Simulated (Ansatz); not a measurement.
# Calculations on Si$_{63}$

### Relaxation

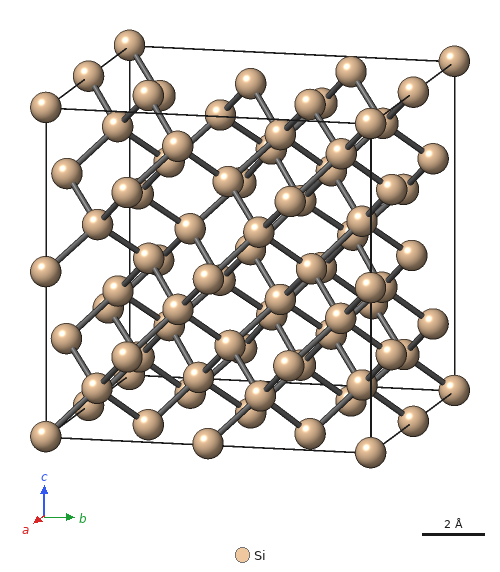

A defect cell of composition Si63 (cell charge −2), before the relaxation. A ball-and-stick model of the cell of the calculation (origin shifted), seen slightly off an axis.

Method: DFT, PBEsol, PAW, plane waves (Ansatz 0.2.0).

Set-up: plane-wave cutoff 420 eV; k-point mesh 1 × 1 × 1; no spin polarisation; atoms relaxed in a fixed cell; force threshold 0.03 eV/Å; at most 80 steps.

```
CELL_PARAMETERS angstrom
10.86558 0.00000 0.00000
0.00000 10.86558 0.00000
0.00000 0.00000 10.86558
ATOMIC_POSITIONS crystal
Si 0.99820 0.00145 0.99912
Si 0.99869 0.00023 0.50071
Si 0.00062 0.50221 0.99391
Si 0.00063 0.50011 0.49730
Si 0.49727 0.00099 0.00083
Si 0.50289 0.00238 0.49945
Si 0.50226 0.49872 0.00033
Si 0.12560 0.12391 0.12202
Si 0.12054 0.12281 0.62283
Si 0.12459 0.62702 0.12559
Si 0.12868 0.62679 0.62980
Si 0.62690 0.12430 0.12348
Si 0.62415 0.12505 0.62437
Si 0.62313 0.62706 0.12669
Si 0.62995 0.62303 0.62558
Si 0.24801 0.25049 0.00241
Si 0.24866 0.24791 0.49798
Si 0.24808 0.74735 0.00162
Si 0.25024 0.74865 0.50152
Si 0.75163 0.25038 0.00230
Si 0.74906 0.25166 0.49925
Si 0.74714 0.75235 0.00281
Si 0.75233 0.74893 0.50112
Si 0.37407 0.37581 0.12768
Si 0.37573 0.37571 0.62522
Si 0.37149 0.87401 0.12548
Si 0.37429 0.87493 0.62212
Si 0.87276 0.37401 0.12622
Si 0.87292 0.37446 0.62612
Si 0.87531 0.87287 0.12431
Si 0.87413 0.87687 0.62333
Si 0.25165 0.99863 0.25137
Si 0.24676 0.00084 0.74817
Si 0.25048 0.50034 0.24800
Si 0.25245 0.50198 0.75043
Si 0.74603 0.99921 0.25004
Si 0.75213 0.00270 0.75142
Si 0.74956 0.49924 0.25374
Si 0.75150 0.49900 0.74956
Si 0.37505 0.12272 0.37703
Si 0.37424 0.12732 0.87320
Si 0.37822 0.62674 0.37149
Si 0.37474 0.62661 0.87491
Si 0.87246 0.12373 0.37347
Si 0.87614 0.12499 0.87294
Si 0.87338 0.62486 0.37560
Si 0.87155 0.62321 0.87525
Si 0.99957 0.24663 0.24913
Si 0.00049 0.25107 0.74938
Si 0.00143 0.74838 0.25153
Si 0.99811 0.74914 0.75019
Si 0.49948 0.25008 0.25007
Si 0.50065 0.24938 0.74974
Si 0.49901 0.74996 0.24876
Si 0.49898 0.74987 0.74958
Si 0.12483 0.37585 0.37472
Si 0.12590 0.37635 0.87550
Si 0.12406 0.87626 0.37935
Si 0.12110 0.87018 0.87501
Si 0.62496 0.37712 0.37944
Si 0.62533 0.37594 0.87407
Si 0.62453 0.87810 0.37192
Si 0.62647 0.87434 0.87130
```

Question: What does the optimiser find from here?

Answer: The largest moves, 0.56 Å, are those of Si42 and Si60. Si42 goes roughly along [1 −1 0]. The cell stays as it was. Some distances before and after: Si42–Si60 3.815 → 2.708 Å, Si21–Si60 2.318 → 2.531 Å, Si19–Si42 2.384 → 2.531 Å, Si2–Si58 2.326 → 2.429 Å. Among the angles between lasting bonds that change: Si19–Si42–Si54 110.7° → 96.1°, Si21–Si60–Si38 109.0° → 96.1°, Si19–Si42–Si34 108.4° → 95.7°. After 12 geometry steps the energy has fallen by 0.756 eV per cell of the calculation. The largest force component goes from 0.88 to 0.022 eV/Å.

History of the run:

```json
{"step": "0", "E − E(0), meV/atom": "0.00", "largest force component, eV/Å": "0.8751"}
{"step": "1", "E − E(0), meV/atom": "-7.43", "largest force component, eV/Å": "0.2742"}
{"step": "2", "E − E(0), meV/atom": "-8.05", "largest force component, eV/Å": "0.1217"}
{"step": "3", "E − E(0), meV/atom": "-8.24", "largest force component, eV/Å": "0.1266"}
{"step": "4", "E − E(0), meV/atom": "-8.51", "largest force component, eV/Å": "0.1207"}
{"step": "5", "E − E(0), meV/atom": "-8.94", "largest force component, eV/Å": "0.0937"}
{"step": "6", "E − E(0), meV/atom": "-9.09", "largest force component, eV/Å": "0.2313"}
{"step": "7", "E − E(0), meV/atom": "-9.47", "largest force component, eV/Å": "0.1752"}
{"step": "8", "E − E(0), meV/atom": "-10.56", "largest force component, eV/Å": "0.1742"}
{"step": "9", "E − E(0), meV/atom": "-11.28", "largest force component, eV/Å": "0.2399"}
{"step": "10", "E − E(0), meV/atom": "-11.85", "largest force component, eV/Å": "0.0818"}
{"step": "11", "E − E(0), meV/atom": "-11.97", "largest force component, eV/Å": "0.0447"}
{"step": "12", "E − E(0), meV/atom": "-12.00", "largest force component, eV/Å": "0.0223"}
```

After the run, drawn alike:

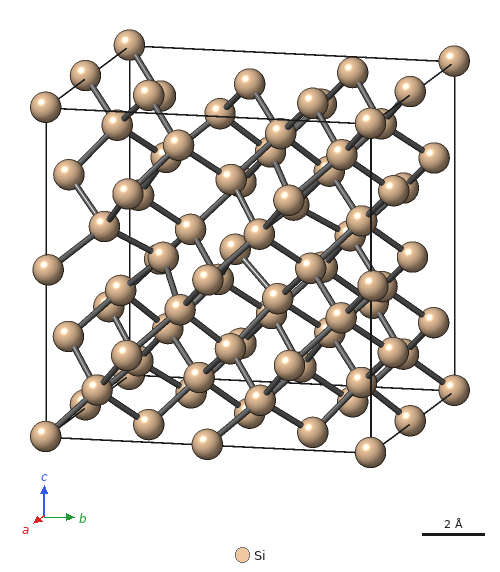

Limits of the set-up: the cell is charged, on a uniform background, and energies carry no finite-size correction.

### Relaxation

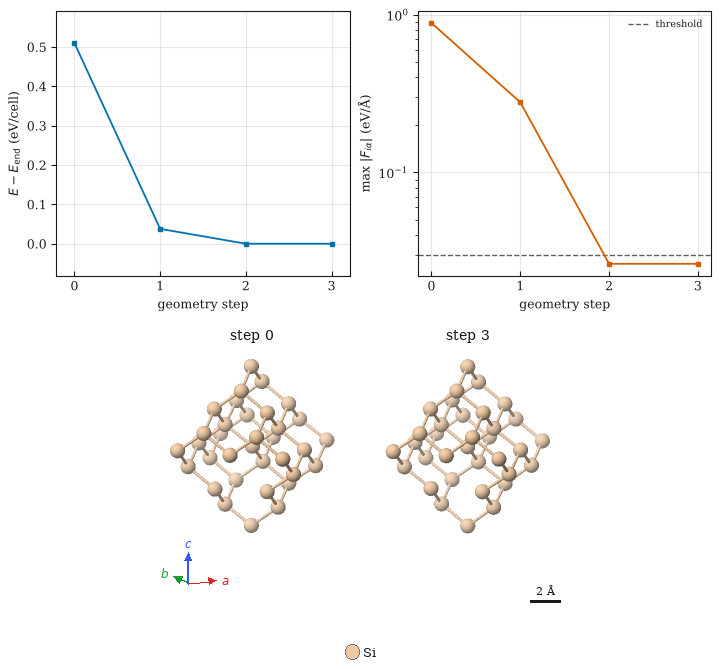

First and last geometry of a relaxation of a defect cell of composition Si$_{63}$, with the history of the run. A ball-and-stick model of the atoms within 5.8 Å of the atom that moves most (axes of the cell of the calculation), seen slightly off an axis.

All numbers below come from DFT, PBEsol, PAW, plane waves in Ansatz 0.2.0. Settings: plane-wave cutoff 420 eV; k-point mesh 1 × 1 × 1; no spin polarisation; atoms relaxed in a fixed cell; force threshold 0.03 eV/Å; at most 80 steps.

Question: Read the history and describe the run.

Answer: It converged. After 3 geometry steps the energy has fallen by 0.510 eV per cell of the calculation. The largest force component goes from 0.89 to 0.026 eV/Å. The atom that moves furthest is a Si atom (0.083 Å along [−2 0 −1]). The lattice vectors keep their values. Near-neighbour distances that change, for instance: Si–Si 2.430 → 2.344 Å, Si–Si 2.321 → 2.376 Å, Si–Si 2.301 → 2.352 Å, Si–Si 2.398 → 2.348 Å. Bond angles that change, for instance: Si–Si–Si 107.3° → 110.0°, Si–Si–Si 111.0° → 108.7°, Si–Si–Si 109.8° → 107.6°. The run took 8.6 s on 1 × NVIDIA GB300 Max-Q with 8 threads of Arm Neoverse-V2, peak memory 1.9 GiB.

```csv
step,"E − E(0), meV/atom","largest force component, eV/Å"
0,0.00,0.8869
1,-7.50,0.2783
2,-8.10,0.0263
3,-8.10,0.0263
```

### Defect

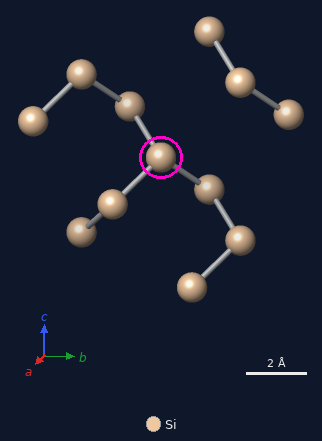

Perfect Si. The picture is a ball-and-stick view of the atoms within 5.4 Å of one point, in a slice 3.4 Å thick across the line of sight, seen slightly off an axis.

The calculation used DFT, PBEsol, PAW, plane waves (Ansatz 0.2.0). Settings: plane-wave cutoff 420 eV; k-point mesh 1 × 1 × 1; no spin polarisation. Fermi-Dirac smearing of 0.01 eV. A uniform background neutralises the charged cell. The axes drawn are those of the host's conventional cell.

A silicon atom is taken out (a vacancy) at the ringed place, in charge state −2. The supercell has 64 sites, and the atoms are relaxed at the host's cell.

### How do the neighbours respond?

Around the empty Si site the host had 4 Si at 2.35 Å; after relaxation the nearest atoms are 2 Si at 1.90 to 1.91 Å. Of the host's atoms, a silicon atom moves furthest from its site, by 0.57 Å.

The relaxed defect, seen from the same direction:

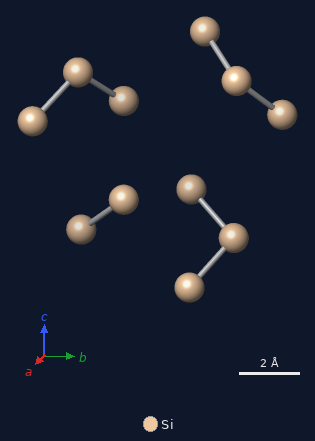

Limits of the set-up: the cell is charged, on a uniform background, and energies carry no finite-size correction.

### Defect

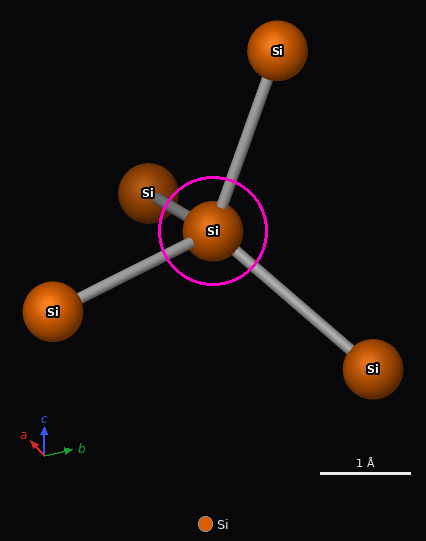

Perfect Si. A ball-and-stick model of the atoms within 3.8 Å of one point, seen from a free direction.

Computed with DFT, PBEsol, PAW, plane waves (Ansatz). Set-up: plane-wave cutoff 420 eV; k-point mesh 1 × 1 × 1; no spin polarisation. Fermi-Dirac smearing of 0.01 eV. The axes drawn are those of the host's conventional cell.

A silicon atom is taken out (a vacancy) at the ringed place, in charge state 0. The supercell has 64 sites, and the atoms are relaxed at the host's cell.

### How do the neighbours respond?

Around the empty Si site the host had 4 Si at 2.35 Å; after relaxation the nearest atoms are 4 Si at 2.27 to 2.31 Å. Of the host's atoms, a silicon atom moves furthest from its site, by 0.08 Å.

The relaxed defect, seen from the same direction:

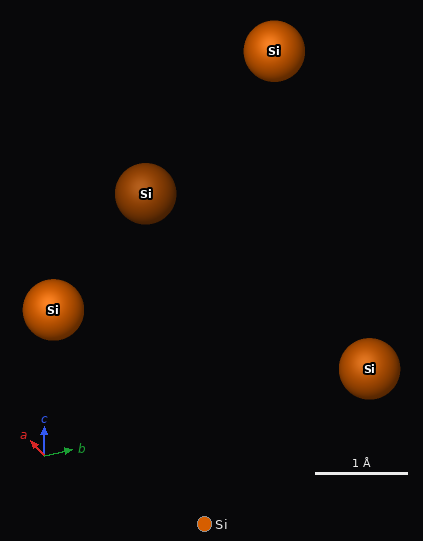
